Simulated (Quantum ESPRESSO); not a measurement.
**Energy of Au along an even scaling of the cell**

System: Au (P6₃/mmc, 2 atoms in the cell).
Method: Kohn-Sham DFT of a periodic cell, PBEsol, GBRV 1.5 PBEsol, no spin polarisation (Quantum ESPRESSO 7.5).

The 7 runs differ only in the geometry, by an even scaling of the cell at fixed fractional positions. The structure derives from an entry of the Crystallography Open Database.

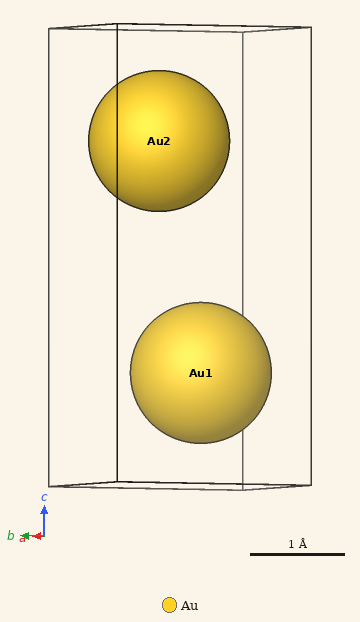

Figure 1. The structure of run 4 (spheres-only view of the cell of the calculation, seen at an oblique angle; atoms are numbered from 1 in the order of the input). An atom can appear more than once, as a periodic image.

**The input of run 4**
```
&CONTROL
  calculation = 'scf'
  prefix = 'pwscf'
  outdir = './tmp'
  pseudo_dir = './pseudo'
  tprnfor = .true.
  tstress = .true.
  disk_io = 'low'
/
&SYSTEM
  ibrav = 0
  celldm(1) = 8
  nat = 2
  ntyp = 1
  ecutwfc = 45
  ecutrho = 360
  nbnd = 18
  occupations = 'smearing'
  smearing = 'fd'
  degauss = 0.00367493
/
&ELECTRONS
  conv_thr = 4d-10
  electron_maxstep = 120
  mixing_beta = 0.5
/
ATOMIC_SPECIES
Au   196.9666 au_pbesol_v1.uspp.F.UPF
CELL_PARAMETERS alat
  0.6850257201768   0.0000000000000   0.0000000000000
 -0.3425128600884   0.5932496759248   0.0000000000000
  0.0000000000000   0.0000000000000   1.1527329360217
ATOMIC_POSITIONS crystal
Au     0.6666666667    0.3333333333    0.2500000000
Au     0.3333333333    0.6666666667    0.7500000000
K_POINTS automatic
11 11 6 0 0 0
```

**File pp_density.in of run 4**
```
&INPUTPP
  prefix = 'pwscf'
  outdir = './tmp'
  filplot = 'density.dat'
  plot_num = 0
/
&PLOT
  nfile = 1
  filepp(1) = 'density.dat'
  iflag = 3
  output_format = 6
  fileout = 'density.cube'
/
```

**File pp_potential.in of run 4**
```
&INPUTPP
  prefix = 'pwscf'
  outdir = './tmp'
  filplot = 'potential.dat'
  plot_num = 11
/
&PLOT
  nfile = 1
  filepp(1) = 'potential.dat'
  iflag = 3
  output_format = 6
  fileout = 'potential.cube'
/
```

Command:
```bash
OMP_NUM_THREADS=1 mpirun -n 2 pw.x -nk 2 -in pw.in > pw.out
OMP_NUM_THREADS=1 mpirun -n 1 pp.x -in pp_density.in > pp_density.out
OMP_NUM_THREADS=1 mpirun -n 1 pp.x -in pp_potential.in > pp_potential.out
```

Lattice vectors (Å) and fractional positions of run 4:
```
   2.900000    0.000000    0.000000
  -1.450000    2.511474    0.000000
   0.000000    0.000000    4.880000
Au  0.666667  0.333333  0.250000
Au  0.333333  0.666667  0.750000
```

Run 6 has the same physical settings and fractional positions; its lattice vectors (Å) are:
```
   2.938162    0.000000    0.000000
  -1.469081    2.544523    0.000000
   0.000000    0.000000    4.944218
```

**Results, with one run withheld**

| run | volume per atom (Å³) | free energy per atom, from the lowest run given (meV) | pressure (GPa) |
| --- | --- | --- | --- |
| 1 | 16.705 | 2.67 | 3.05 |
| 2 | 17.060 | 0.00 | −0.72 |
| 3 | 17.416 | 5.15 | −4.00 |
| 4 | 17.771 | 17.10 | −6.87 |
| 5 | 18.127 | 34.98 | −9.35 |
| 6 | 18.482 | ? | ? |
| 7 | 18.837 | 85.40 | −13.35 |

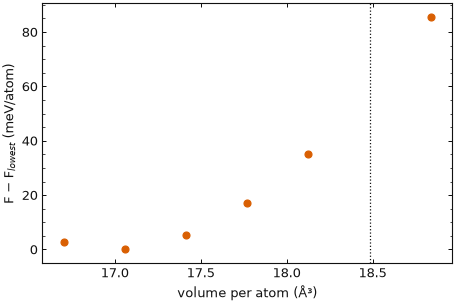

Figure 2. Free energy per atom of the runs given; the dotted line marks run 6.

Estimate the energy of run 6 from the others.

A cubic polynomial in V^(−2/3) (the Birch–Murnaghan form), fitted to the 6 runs given, misses them by at most 0.01 meV per atom. With x = V^(−2/3) − 0.14763 Å⁻², it reads F = 11.575 − 6361.2 x + 8.4731e+05 x² + 4.7349e+06 x³ (meV per atom). At run 6 it gives 57.97 meV per atom, and the run itself gives 57.98. The slope of the fit gives a pressure −dF/dV of −11.42 GPa there, and the run prints −11.49 GPa. The two needn't agree exactly: the fit is approximate, and the printed stress is taken on a finite basis. The fit has its minimum at 16.997 Å³ per atom, where V d²F/dV² gives 172 GPa. Cell shape and fractional positions are held, so this is the stiffness under even scaling; the relaxed bulk modulus wasn't computed.

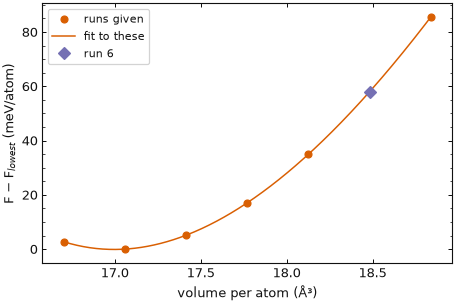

Figure 3. The fit and the withheld run.

**Some lines of the output (run 6)**
```
[...]
     number of k points=    64  Fermi-Dirac smearing, width (Ry)=  0.0037
     total energy              =    -229.44904319 Ry
     total energy              =    -229.48959447 Ry
     total energy              =    -229.49129316 Ry
     total energy              =    -229.49138997 Ry
     total energy              =    -229.49141203 Ry
     total energy              =    -229.49141422 Ry
     total energy              =    -229.49141423 Ry
     total energy              =    -229.49141424 Ry
     the Fermi energy is    13.6041 ev
!    total energy              =    -229.49141424 Ry
     The total energy is F=E-TS. E is the sum of the following terms:
     Computing stress (Cartesian axis) and pressure
          total   stress  (Ry/bohr**3)                   (kbar)     P=     -114.92
```

Notes: Spin–orbit coupling is left out, which matters for Au.
